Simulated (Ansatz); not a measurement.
The structure in question:

```
CELL_PARAMETERS angstrom
5.32209 0.00000 0.00000
-2.66104 4.60906 0.00000
0.00000 0.00000 4.25023
ATOMIC_POSITIONS crystal
Co 0.00000 0.50000 0.00000
Co 0.50000 0.50000 0.00000
Co 0.50000 0.00000 0.00000
Sn 0.66667 0.33333 0.50000
Sn 0.33333 0.66667 0.50000
Sn 0.00000 0.00000 0.00000
```

### Summarise the structure in words.

The solid is CoSn. The symmetry is that of P6/mmm (No. 191), on a primitive hexagonal lattice. The cell has 6 atoms, namely 3 Co, 3 Sn. Around each Co lie six Sn and four Co (2.62 to 2.66 Å to Sn, 2.66 Å to Co). The Sn atoms are each bonded to six Co at 2.62 to 2.66 Å. The bonds build a three-dimensional framework.

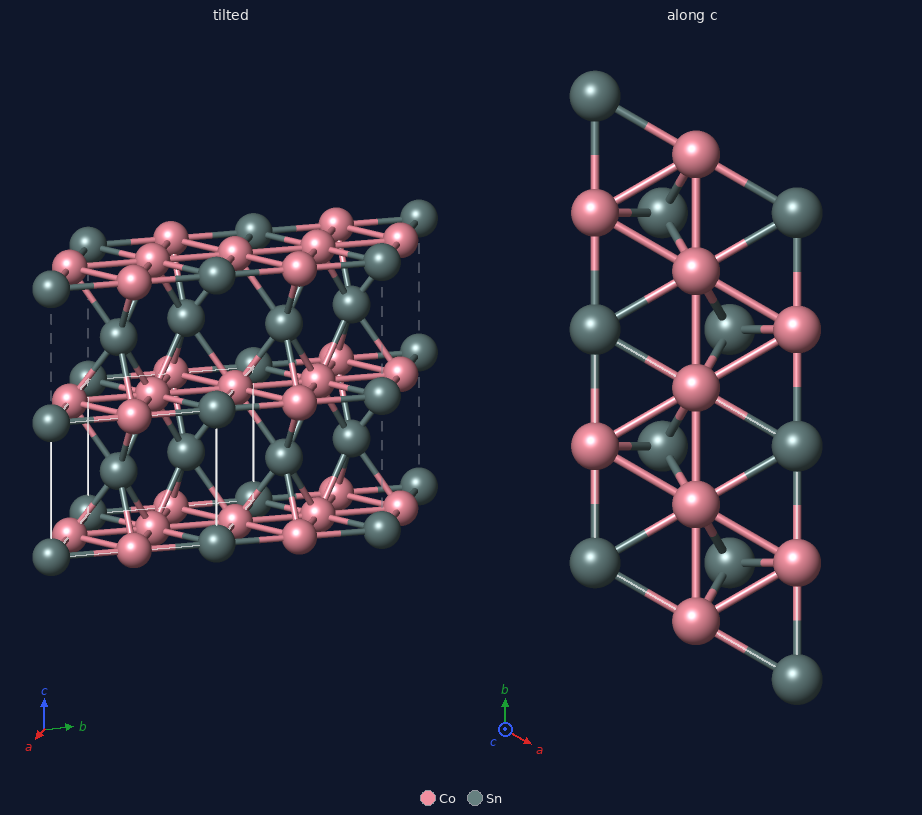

The figure gives a ball-and-stick picture of the atoms, viewed slightly off an axis and along the c axis. One conventional unit cell is drawn solid; the view covers 1×2×2 cells. Colours: cobalt pink, tin teal.

Source of the structure: a structure listed in the Materials Project. The cell was then strained or its atoms displaced on purpose. It was relaxed at fixed volume with DFT PBEsol, scalar-relativistic, plane waves, PAW in Ansatz 0.2.0.

At this level of theory the run's own cell isn't at rest (stretched, at -7 GPa), so its distances can differ from those at equilibrium, the more so the softer the solid.
